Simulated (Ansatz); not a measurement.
Single-point calculation, with input and output: InP

- system: InP (slab, 12 atoms in the cell)
- method: DFT PBE, scalar-relativistic, plane waves, PAW, no spin polarisation (Ansatz 0.2.0)

The structure derives from an entry of the Crystallography Open Database. It belongs to a series of runs on one base structure; here: (1 1 0) slab cut from the bulk. Figures and captions count atoms from 1; the log counts them from 0 in places.

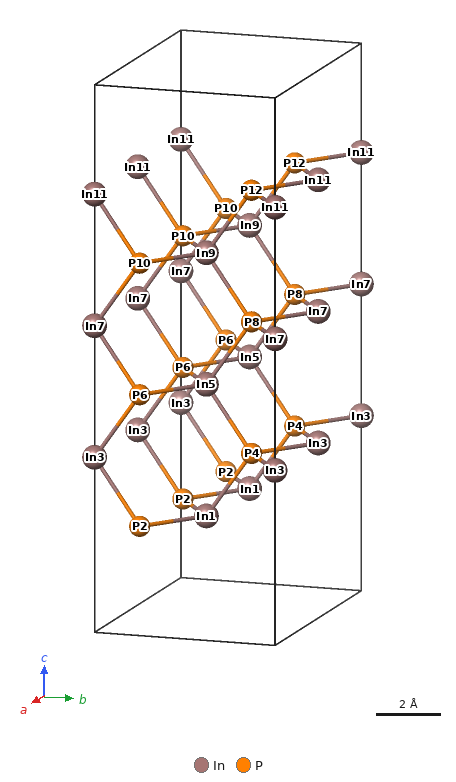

The input geometry (ball-and-stick view of the 2 × 1 repeat of the cell, with the vacuum cut short, seen slightly off an axis; atoms are numbered from 1 in the order of the input). An atom can appear more than once, as a periodic image. Near neighbours in the periodic cell (some may lie outside the picture): In has 3 P at 2.58 Å; P has 3 In at 2.58 Å; In has 4 P at 2.58 Å; P has 4 In at 2.58 Å.

### Results in brief

- outcome: converged
- electrons treated: 108
- free energy: −38121.0460 eV
- work function, top face: 4.53 eV
- work function, bottom face: 4.53 eV
- Fermi energy: 0.974 eV
- gap on the k-point mesh: 0.42 eV
- work function (upper face): 4.53 eV
- largest force (length of the vector): 1.495 eV/Å
- hardware: 1 thread of Intel Xeon @ 2.70GHz, 189 GiB of memory available, shared host
- wall time: 2.2 min
- peak memory: 1 GiB

### Notes

The program warns: the exchange-correlation potential is rough where the density is thin.

### Input file
```yaml
crystal:
  lattice:
    - [4.2144047934, 0.0, 0.0]
    - [0.0, 5.9600684162, 0.0]
    - [0.0, 0.0, 25.5360119836]
  atoms:
    - { symbol: In, position: [0.5, 0.5, 0.2937028697] }
    - { symbol: P, position: [0.0, 0.25, 0.2937028697] }
    - { symbol: In, position: [0.0, 0.0, 0.3762217218] }
    - { symbol: P, position: [0.5, 0.75, 0.3762217218] }
    - { symbol: In, position: [0.5, 0.5, 0.4587405739] }
    - { symbol: P, position: [0.0, 0.25, 0.4587405739] }
    - { symbol: In, position: [0.0, 0.0, 0.5412594261] }
    - { symbol: P, position: [0.5, 0.75, 0.5412594261] }
    - { symbol: In, position: [0.5, 0.5, 0.6237782782] }
    - { symbol: P, position: [0.0, 0.25, 0.6237782782] }
    - { symbol: In, position: [0.0, 0.0, 0.7062971303] }
    - { symbol: P, position: [0.5, 0.75, 0.7062971303] }
basis:
  ecutwfc: 420
kpoints:
  mp_grid: { grid: [8, 6, 1] }
hamiltonian:
  xc: pbe
scf:
  occupations: { method: gaussian, width: 0.05 }
output:
  forces: true
  stress: true
  eigenvalues: true
  write_density: true
  write_potential: true
  elf: true
  volumetric_format: npy
efield:
  axis: 3
  dipole_correction: true
  ramp_width: 0.04
```

Launch command:
```bash
ansatz run input.yaml --threads 1 --pin off --max-ram 2560MiB --backend cpu --events-out ev --progress --plain --runs-dir out
```

### Output
```
Engine: ansatz 0.2.0, x86_64-unknown-linux-gnu
Pseudopotentials: kind: paw
Pseudopotential: In, paw, valence charge 13, recommended cutoff 420 eV (normal), In.paw.azcp
Pseudopotential: P, paw, valence charge 5, recommended cutoff 420 eV (normal), P.paw.azcp
Functional definition: PBE
  parameter kappa = 0.804
  parameter beta = 0.06672455060314922
  exchange = pbe_x(kappa = kappa, mu = beta*pi^2/3)
  correlation = pbe_c(beta = beta)
Crystal: 12 atoms, lattice volume = 641.417 Å³
Basis set: ecut = 420 eV, 12445 PW (Γ), exchange–correlation on 60×80×360 points (8 copies of the dense FFT grid, shifted against one another)
Bands: 66, of which v1, the nominal top of the filled ones, is band 54 counted from 1 (53 counted from 0)
Symmetry: 2 space group operations
k-points: 20 of 48 (time reversal used)
Non-local potential: In, projectors of the file, l = 0: 2, l = 1: 2, l = 2: 2, l = 3: 2
Non-local potential: P, projectors of the file, l = 0: 2, l = 1: 2, l = 2: 2
PAW form: soft (Blöchl's): semilocal exchange-correlation on the pseudo side does not see the compensation charge
PAW one-centre angular grid: In, 590 points (default); XC on 64 Gauss nodes
PAW one-centre angular grid: P, 110 points (default); XC on 64 Gauss nodes
Initial density: superposition of atomic densities (neutral atoms: chi_scale 0, normalization atom), corrected by the library's trained network
Initial wavefunctions: pseudopotential atomic-orbital guess
Functional: x = pbe(κ = 0.804, μ = 0.2195149727645171), c = pbe(β = 0.06672455060314922)
SCF iter   1: F=—  HF=-38121.053086 eV  |F-HF|=—  |Δ(HF+E_count)|=         —  Δρ=1.75e-3  dr2=6.46e-2  ethr=1.77e-3  p=0.000 e·Å  D=3.47e-14 V/Å  ΔV_dip=-0.00 eV  dr2_dipole=1.21e-8  V_vac-E_F(+/−)=4.52/4.52 eV  ⟨swp⟩=8.8  Hψ=6022  notcnv=0  defer=35
efield: sawtooth ramp at fractional position 0.9800 (placed from the atoms, in the widest stretch of the axis that holds none; the zero of the levels goes with the place), width 0.0400; the density the first Hamiltonian is built on has a dipole p = 0.000 e·Å; the dipole correction subtracts the counter field D = 3.47e-14 V/Å, which shifts the + side's vacuum level by -0.00 eV against the − side's; the planar-averaged density in the ramp window peaks in size at 4.3e-6 e/Å³
preconditioner: auto → Resta (q_TF=auto, 2.027 Å⁻¹)  ε∞=2.4  [insulator: Δε(μ)=0.425 eV  Ē_g=12.765 eV  σ=0.050 eV  W_gap=1.00  n_scr=96 (ndim 8)  ℏωp=15.2 eV  f_vac=0.463  D(μ)=0.00/eV (n_scr^D=0)  ε∞_Penn≈2.4  vacuum switching on, ρ_ref=1.2e-2 e/Å³]
SCF iter   2: F=—  HF=-38121.049443 eV  |F-HF|=—  |Δ(HF+E_count)|=   3.64e-3  Δρ=1.02e-3  dr2=4.48e-2  ethr=5.98e-5  p=0.000 e·Å  D=1.84e-5 V/Å  ΔV_dip=-0.00 eV  dr2_dipole=1.45e-7  V_vac-E_F(+/−)=4.59/4.59 eV  ⟨swp⟩=3.0  Hψ=2789  notcnv=0  defer=112
SCF iter   3: F=—  HF=-38121.045360 eV  |F-HF|=—  |Δ(HF+E_count)|=   4.08e-3  Δρ=5.59e-4  dr2=4.96e-3  ethr=4.15e-5  p=-0.000 e·Å  D=-2.06e-5 V/Å  ΔV_dip=0.00 eV  dr2_dipole=2.39e-7  V_vac-E_F(+/−)=4.53/4.52 eV  ⟨swp⟩=2.0  Hψ=1526  notcnv=0  defer=112
SCF iter   4: F=—  HF=-38121.045783 eV  |F-HF|=—  |Δ(HF+E_count)|=   4.23e-4  Δρ=2.50e-4  dr2=7.57e-4  ethr=4.59e-6  p=0.000 e·Å  D=6.63e-5 V/Å  ΔV_dip=-0.00 eV  dr2_dipole=2.56e-6  V_vac-E_F(+/−)=4.53/4.54 eV  ⟨swp⟩=2.0  Hψ=1428  notcnv=0  defer=112
SCF iter   5: F=—  HF=-38121.046034 eV  |F-HF|=—  |Δ(HF+E_count)|=   2.52e-4  Δρ=8.19e-5  dr2=1.34e-4  ethr=7.01e-7  p=-0.001 e·Å  D=-2.67e-4 V/Å  ΔV_dip=0.01 eV  dr2_dipole=4.07e-5  V_vac-E_F(+/−)=4.53/4.53 eV  ⟨swp⟩=2.0  Hψ=1601  notcnv=0  defer=112
SCF iter   6: F=—  HF=-38121.046125 eV  |F-HF|=—  |Δ(HF+E_count)|=   9.03e-5  Δρ=6.51e-5  dr2=5.65e-4  ethr=1.24e-7  p=0.003 e·Å  D=8.99e-4 V/Å  ΔV_dip=-0.02 eV  dr2_dipole=4.59e-4  V_vac-E_F(+/−)=4.52/4.54 eV  ⟨swp⟩=2.9  Hψ=2452  notcnv=0  defer=112  recentre
SCF iter   7: F=—  HF=-38121.046074 eV  |F-HF|=—  |Δ(HF+E_count)|=   5.08e-5  Δρ=3.24e-5  dr2=1.26e-5  ethr=1.24e-7  p=-0.000 e·Å  D=-9.10e-5 V/Å  ΔV_dip=0.00 eV  dr2_dipole=4.77e-6  V_vac-E_F(+/−)=4.53/4.53 eV  ⟨swp⟩=2.0  Hψ=1452  notcnv=0  defer=112
SCF iter   8: F=—  HF=-38121.045971 eV  |F-HF|=—  |Δ(HF+E_count)|=   1.03e-4  Δρ=8.42e-6  dr2=6.12e-7  ethr=1.16e-8  p=-0.000 e·Å  D=-3.58e-6 V/Å  ΔV_dip=0.00 eV  dr2_dipole=7.29e-9  V_vac-E_F(+/−)=4.53/4.53 eV  ⟨swp⟩=2.0  Hψ=1758  notcnv=0  defer=112
SCF iter   9: F=-38121.045972 eV  HF=-38121.045971 eV  |F-HF|=1.03e-7  |Δ(HF+E_count)|=   8.66e-7  Δρ=2.86e-6  dr2=6.58e-8  ethr=9.26e-11  p=-0.000 e·Å  D=-8.30e-7 V/Å  ΔV_dip=0.00 eV  dr2_dipole=3.24e-10  V_vac-E_F(+/−)=4.53/4.53 eV  ⟨swp⟩=19.5  Hψ=13416  notcnv=0
SCF 1 converged in 9 iterations: F = -38121.045972 eV  dr2 = 6.58e-8
  greatest PAW one-centre occupation: 0.982 electrons in one spin orbital (limit 2), on the In atom at site 10 (counted from 0), in its partial waves of l = 2
WARN: The output density's exchange-correlation potential varies sharply where the density is thin. Do not read a vacuum level from v_tot or v_xc, or from such a field of the output density. On a cell that repeats whose density bears no net charge and no dipole along the vacuum's axis use v_es (v_loc + v_h of the components); under efield.dipole_correction with no amplitude use v_es + v_field, which holds any external_charges[].barrier, or the levels of the report's work_function block, which leave it out; under a non-zero efield.amplitude the vacuum is tilted and has no level; on a cell that repeats and bears such a dipole with no correction it is tilted too, and efield.dipole_correction with no amplitude gives each side of its ramp a level where efield: is served; in a cell that repeats whose density bears a net charge (total_charge, or a fill off its count) it is curved and has none; of a slab under crystal.periodic whose density bears no net charge use v_es, which has a level on each side, short of where the two are joined; of another it falls or rises all the way out and has none; of a slab beside external_charges read slab_vacuum_level instead, which it has where they leave it neutral. The grid or the basis barely resolves most such structure, and the values can differ between equally converged runs; as a rule a tighter scf.convergence.dr2_threshold does not remove it. Where the density itself ripples (under the LDA too) a higher basis.ecutwfc lessens it. The files hold the spikes' plane waves up to the density's cutoff. Files: v_tot_of_output_density and the like, and their columns of v_z.tsv (output.write_potential); v_xc_of_output_density and the like, and their columns of v_comp_z.tsv (output.write_potential_components). Measured: with its Gaussian average of σ = 0.25 Å subtracted twice, the exchange-correlation potential is over 0.1 eV at 18 of the grid points where the equally averaged density (valence and model cores) is under 1e-3 e/Å³, and 0.127 eV at the most among them, at an averaged density of 1.7e-8 e/Å³. The input density's (outcome.potential() and, of a run that writes arrays, v_tot and v_xc) is over 0.1 eV, so measured, at 16 points of its own thin density, 0.104 eV at the most. See output.write_potential in the manual, Limitations
SCF converged after 9 iterations
Free energy (F): -38121.045972 eV
Harris-Foulkes:  -38121.045971 eV  (|F-HF|=1.03e-7)
Internal energy: -38121.045972 eV  (E = F + TS)
E sigma→0 (E₀):  -38121.045972 eV
Fermi energy:    0.973582 eV
Dipole field:    D = 0.000013 V/Å  (p = 0.000045 e·Å, saw-weighted, corrected)
Work function:   Φ+ = 4.5290 eV   Φ− = 4.5293 eV
Levels:          The Fermi level and band energies are counted from a zero that moves with the ramp; work functions are not
--- Per-component energies (eV) ---
  E_band       = -970.494336
  E_kinetic    = 1865.805773
  E_local      = -54978.955214  (includes V_loc(G=0)·N_el)
  E_nonlocal   = 2407.007240
  E_hartree    = 26276.743526
  E_xc         = -1652.806526
  E_vxc        = -949.610793  (∫ρ·V_xc dr)
  E_paw        = -28347.457713  (= ΣΔE_a)
  E_vpaw       = -1868.239715  (= ΣTr[D̂ρ^β])
  E_aug_tail   = 0.000171  (compensation charges beyond the density's cutoff)
  E_efield     = 0.000000  (sawtooth field / dipole correction)
  E_vefield    = 0.000000  (∫n·V_field dr)
  E_ewald      = 16308.616770
  E_smearing   = -0.000000  (= −TS)
  E_closure    = 0.000000  (closes the sum)
  Σ components = -38121.045972   (vs F -38121.045972, Δ=0.00e0)
--- Forces (eV/Å), atoms counted from 1 ---
  atom   1  In     0.00000000    -1.02772550     1.08582016
  atom   2  P      0.00000000     0.30920376    -1.03680126
  atom   3  In     0.00000000     0.26285285     0.06528833
  atom   4  P      0.00000000     0.52001894    -0.34745138
  atom   5  In     0.00000000    -0.14504082     0.11112288
  atom   6  P      0.00000000     0.08068953     0.16603240
  atom   7  In     0.00000000    -0.14504194    -0.11111394
  atom   8  P      0.00000000     0.08069157    -0.16604800
  atom   9  In     0.00000000     0.26284978    -0.06527872
  atom  10  P      0.00000000     0.52002095     0.34744442
  atom  11  In     0.00000000    -1.02773203    -1.08582327
  atom  12  P      0.00000000     0.30920241     1.03679127
  max |Σ_I F_I| component: 1.71e-5 eV/Å
--- Stress (GPa, compression-positive) ---
       -0.604915      -0.000000      -0.000000
       -0.000000      -0.596470      -0.000004
       -0.000000      -0.000004       0.170583
  P = ⅓ Tr σ = -0.3436 GPa (-3.436 kbar)
--- Band table (eV; the first three rows and the last of 20) ---
  k-point 0: bands = ["-13.5887", "-13.5857", "-13.5625", "-13.5625", "-13.5231", "-13.4967", "-13.4966", "-13.4733", "-13.4478", "-13.4197", "-13.4153", "-13.3942", "-13.3822", "-13.3703", "-13.3681", "-13.3525", "-13.3359", "-13.3351", "-13.3156", "-13.2939", "-13.2919", "-13.2893", "-13.2871", "-13.2777", "-13.2577", "-13.2572", "-13.1928", "-13.1912", "-13.1894", "-13.1880", "-10.3001", "-9.8119", "-9.1151", "-8.4761", "-8.1839", "-8.1446", "-4.7471", "-4.4859", "-3.9876", "-3.0048", "-2.0834", "-2.0768", "-1.5845", "-1.3993", "-1.2931", "-0.9055", "-0.8882", "-0.3229", "-0.2328", "0.2319", "0.3144", "0.5903", "0.6947", "0.7120", "1.1802", "1.8179", "2.8762", "2.9036", "3.2747", "3.4230", "3.5871", "3.9954", "4.1059", "4.7580", "4.9513", "4.9694"]
  k-point 1: bands = ["-13.5862", "-13.5841", "-13.5633", "-13.5632", "-13.5185", "-13.4967", "-13.4966", "-13.4741", "-13.4469", "-13.4198", "-13.4131", "-13.3914", "-13.3889", "-13.3704", "-13.3684", "-13.3557", "-13.3384", "-13.3378", "-13.3158", "-13.2967", "-13.2937", "-13.2877", "-13.2866", "-13.2815", "-13.2574", "-13.2550", "-13.1921", "-13.1910", "-13.1890", "-13.1876", "-10.2058", "-9.7322", "-9.0735", "-8.5705", "-8.3356", "-8.2758", "-4.4897", "-4.4067", "-4.1119", "-3.3115", "-2.0809", "-1.8193", "-1.7253", "-1.1978", "-1.1585", "-0.8130", "-0.7027", "-0.5405", "-0.2883", "0.1965", "0.4255", "0.4788", "0.5242", "0.7628", "1.5481", "1.7027", "2.7215", "2.9510", "3.1374", "3.3216", "3.5929", "3.7530", "4.1069", "4.8636", "5.1847", "5.2273"]
  k-point 2: bands = ["-13.5810", "-13.5803", "-13.5653", "-13.5653", "-13.5054", "-13.4967", "-13.4967", "-13.4777", "-13.4440", "-13.4249", "-13.4085", "-13.4006", "-13.3838", "-13.3707", "-13.3690", "-13.3632", "-13.3433", "-13.3428", "-13.3160", "-13.3057", "-13.2920", "-13.2874", "-13.2871", "-13.2871", "-13.2560", "-13.2520", "-13.1909", "-13.1905", "-13.1881", "-13.1872", "-9.9328", "-9.5104", "-9.0062", "-8.9853", "-8.5504", "-8.4835", "-4.4126", "-4.2761", "-3.7035", "-3.6569", "-2.7302", "-1.7871", "-1.2257", "-1.0460", "-0.9226", "-0.6035", "-0.4913", "-0.2183", "-0.1844", "-0.0218", "0.2132", "0.2204", "0.5809", "0.5856", "1.6083", "1.6435", "2.6983", "2.7807", "3.2231", "3.3243", "3.4837", "3.6517", "4.2625", "4.5708", "5.2187", "5.3220"]
  k-point 19: bands = ["-13.5767", "-13.5766", "-13.5653", "-13.5653", "-13.5259", "-13.5258", "-13.5112", "-13.5112", "-13.4389", "-13.4388", "-13.3960", "-13.3959", "-13.3685", "-13.3685", "-13.3579", "-13.3579", "-13.3195", "-13.3195", "-13.3103", "-13.3103", "-13.2874", "-13.2874", "-13.2734", "-13.2734", "-13.2638", "-13.2638", "-13.2083", "-13.2083", "-13.1678", "-13.1678", "-8.8011", "-8.8011", "-8.4846", "-8.4846", "-7.8583", "-7.8583", "-4.6811", "-4.6811", "-4.5608", "-4.5608", "-4.3317", "-4.3317", "-1.9313", "-1.9313", "-1.7473", "-1.7473", "-1.1182", "-1.1182", "-0.8668", "-0.8668", "-0.3323", "-0.3323", "0.4522", "0.4522", "1.4804", "1.4804", "3.2225", "3.2225", "4.2553", "4.2553", "4.9636", "4.9636", "5.0731", "5.0731", "5.3905", "5.3905"]
```

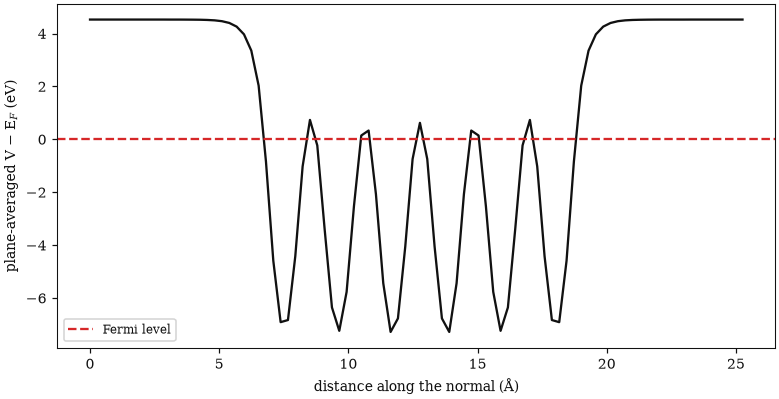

Plane average of the electrostatic potential energy of an electron across the cell, from the Fermi level. The vacuum level lies 4.53 eV above the Fermi level.

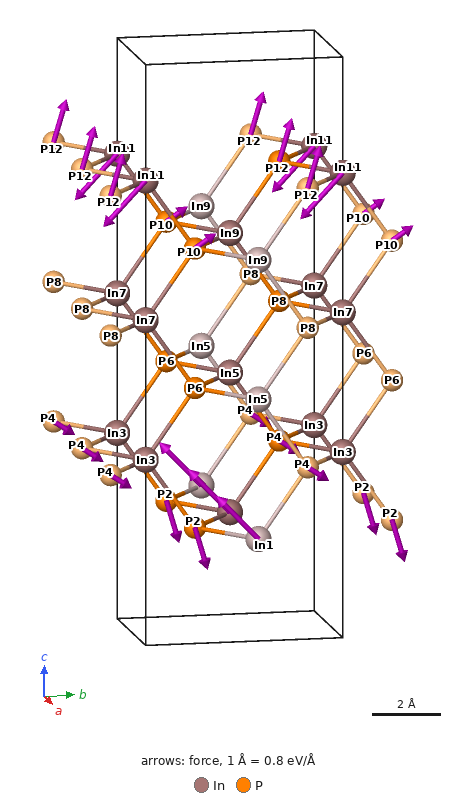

Forces on the atoms as pink arrows (ball-and-stick view of the cell of the calculation, with the vacuum cut short, seen slightly off an axis; neighbours outside the cell are drawn fainter; atoms are numbered from 1 in the order of the input). The largest act on In1, In11 (1.50 eV/Å); P2, P12 (1.08 eV/Å); P4, P10 (0.63 eV/Å). The geometry is not a stationary point of this energy.

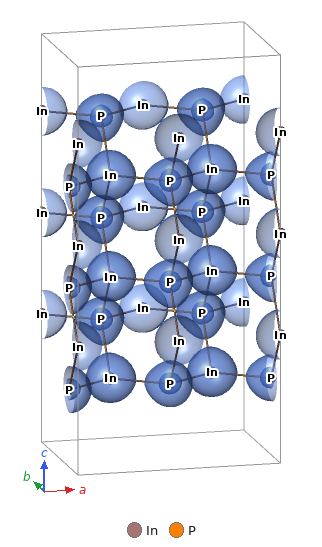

Isosurface of the valence pseudo-density at 0.5 e/Å³ (blue), seen slightly off an axis. Sticks mark near contacts. At this value the density breaks into separate islands; it holds about 65 % of the electrons treated as valence (semicore included). It is pinched off along the In–P (2.58 Å) contacts. On the grid the lowest density along these lines, outside the cores, is 0.42 e/Å³ (In–P, 2.58 Å). In a PAW calculation such maps are meaningful between the atoms, not at the nuclei.

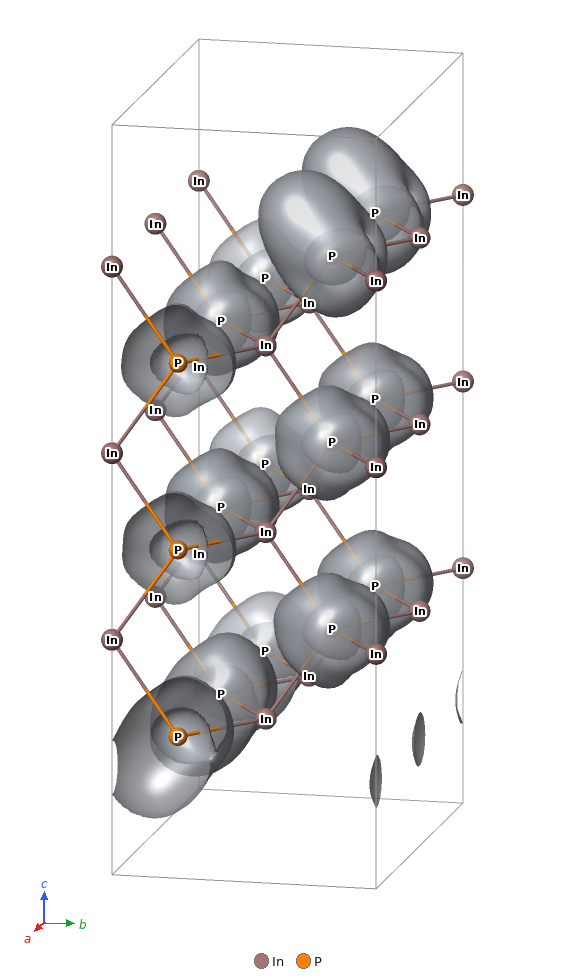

Isosurface of the ELF at 0.7 (grey), seen slightly off an axis. Only the valence region is drawn (cores and ρ < 0.01 e/Å³ removed). Sticks mark near contacts. Values along the shortest contacts: In–P (2.58 Å): the ELF is about 0.55 at the midpoint.
